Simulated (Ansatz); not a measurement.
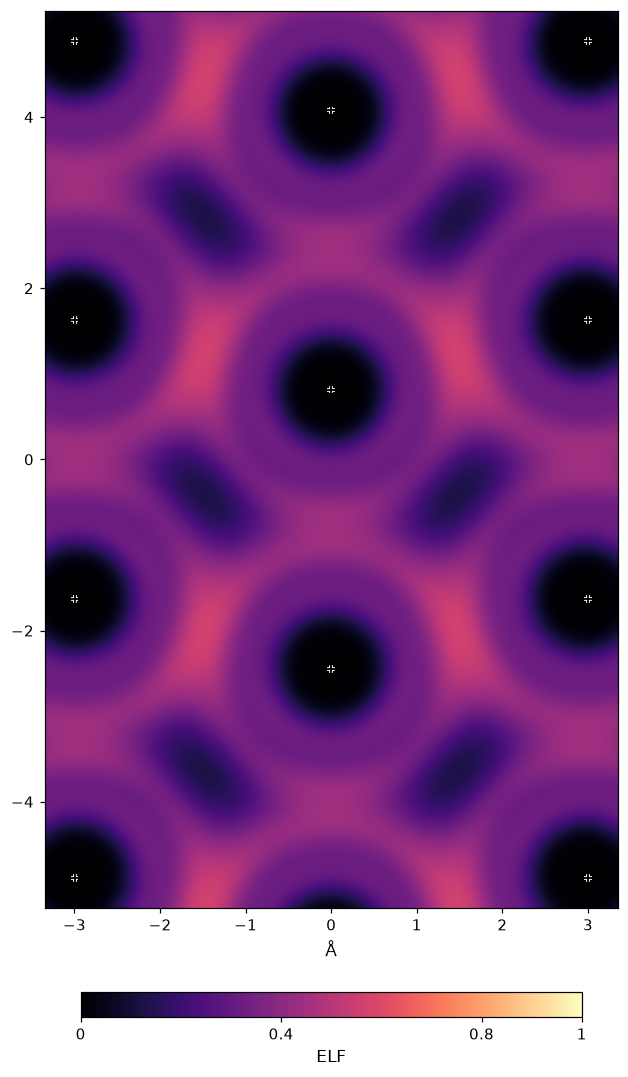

The electron localisation function on a plane through atoms (crosses mark nuclei in the plane).

Theory: Ansatz 0.2.0, Kohn-Sham DFT of a periodic cell, r2SCAN, Ansatz PAW.

Candidates:
A. MgO, a = 4.28 Å, b = 4.28 Å, c = 4.28 Å, α = 90.00°, β = 90.00°, γ = 90.00°. Space group Fm-3m; a structure from a database of computed crystals, not necessarily the ambient phase; computed pressure about −8 GPa in this cell.
B. Ti, a = 4.63 Å, b = 4.63 Å, c = 2.86 Å, α = 90.00°, β = 90.00°, γ = 120.00°. Space group P6/mmm; a structure from a database of computed crystals, not necessarily the ambient phase; computed pressure about −4 GPa in this cell.
C. Sn, a = 6.00 Å, b = 6.00 Å, c = 3.26 Å, α = 90.00°, β = 90.00°, γ = 90.00°. Space group I4₁/amd; a structure from a database of computed crystals, not necessarily the ambient phase; computed pressure about −3 GPa in this cell.

Which system is this?

Candidate C: Sn on the (010) plane of the conventional cell, which holds Sn. Sn–Sn (3.11 Å): the ELF reaches about 0.55 near the midpoint. Sn–Sn (3.26 Å): the ELF is about 0.45 at the midpoint.
